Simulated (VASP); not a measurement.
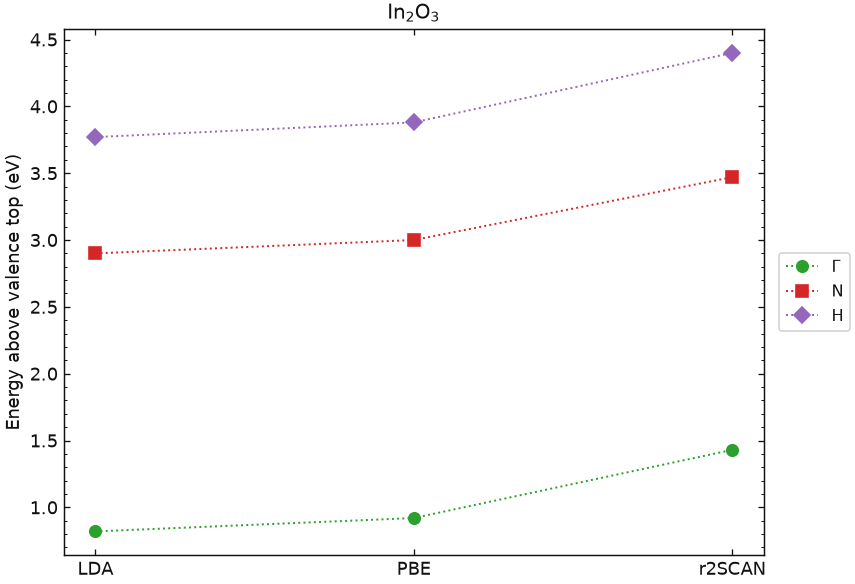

Lowest conduction level at each named k point, counted from the valence-band top at Γ, by several methods on one cell of In₂O₃, space group Ia-3, 40 atoms in the primitive cell; cubic a = 10.295 Å. All runs are without spin-orbit coupling and carry no moments.

Q: Does r2SCAN shift these levels rigidly from PBE?

A: The shifts are +0.51 eV at Γ, +0.47 eV at N and +0.52 eV at H: a spread of 0.05 eV on a mean of 0.50 eV, so one shift describes them well.

Q: How do the methods rank at Γ?

A: From low to high: LDA 0.82, PBE 0.92, r2SCAN 1.43 eV.

Q: Do the methods agree on which of these conduction levels is lowest?

A: Yes: all put it at Γ.

| method | program | Γ (eV) | N (eV) | H (eV) |
| --- | --- | --- | --- | --- |
| LDA | VASP | 0.82 | 2.90 | 3.77 |
| PBE | VASP | 0.92 | 3.00 | 3.88 |
| r2SCAN | VASP | 1.43 | 3.47 | 4.40 |

Settings. LDA: VASP PAW LDA potentials, release 64 (In_d, O), 6×6×6 k mesh, 450 eV cutoff, Gaussian smearing of 0.02 eV (VASP 6.6.1). PBE: VASP PAW PBE potentials, release 64 (In_d, O), 6×6×6 k mesh, 450 eV cutoff, Gaussian smearing of 0.02 eV (VASP 6.6.1). r2SCAN: VASP PAW PBE potentials, release 64 (In_d, O), 6×6×6 k mesh, 450 eV cutoff, Gaussian smearing of 0.02 eV (VASP).

LDA, GGA and most meta-GGA functionals understate gaps. The cell was derived from a database entry in an earlier step, so it needn't be the measured one. r2SCAN: the PAW data sets were made with another functional.
